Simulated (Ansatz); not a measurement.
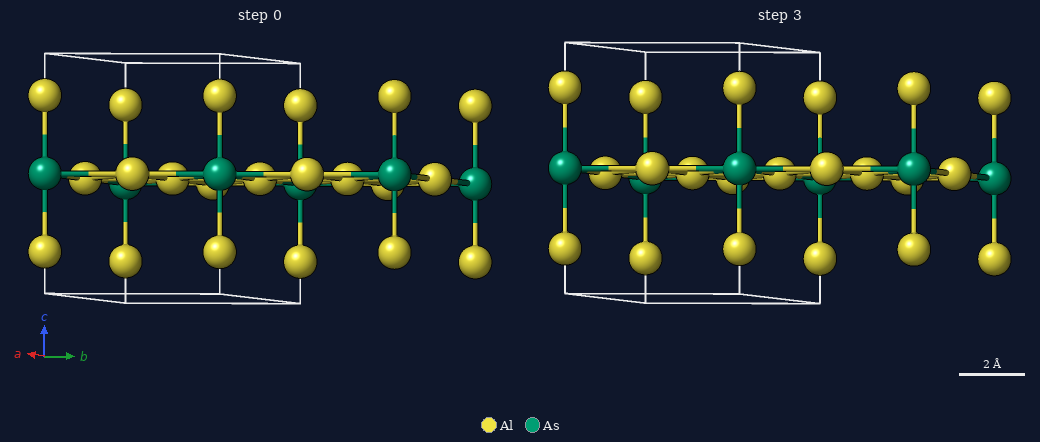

The structure of a crystal of Al5As (a generated structure, set up in P6/mmm) (coarse preliminary run) before (left) and after (right) a relaxation, at one scale.

A ball-and-stick model of the cell of the calculation, repeated 1 × 2 × 1 with one cell outlined, seen from a free direction.

Level of theory: Ansatz, DFT PBE, scalar-relativistic, plane waves, PAW. Set-up: plane-wave cutoff 420 eV; k-point mesh 6 × 6 × 4; occupations gaussian; smearing width 0.1 eV; no spin polarisation; cell and atoms relaxed; force threshold 0.04 eV/Å; at most 70 steps.

**Summarise the run.**

The energy falls by 20.9 meV per atom in 2 accepted moves (3 points after the start). The largest force component goes from 0.084 to 0.0045 eV/Å. Pressure: 1.40 GPa at the start and 0.08 GPa at the end. The SCF was repeated once at an unchanged geometry on a basis and grid sized afresh for the cell, which shifted the energy by 0.3 meV per atom at most. The largest moves relative to the cell, 0.036 Å, are those of Al atoms. As stays in place. Cell: a = b 5.426 → 5.414 Å (−0.2 %), c 7.459 → 7.798 Å (+4.5 %). Volume +4.1 %. Some distances before and after: Al–Al 2.608 → 2.797 Å, Al–As 2.426 → 2.501 Å, Al–As 2.713 → 2.707 Å, Al–Al 2.713 → 2.707 Å. The space group stays P6/mmm (No. 191).
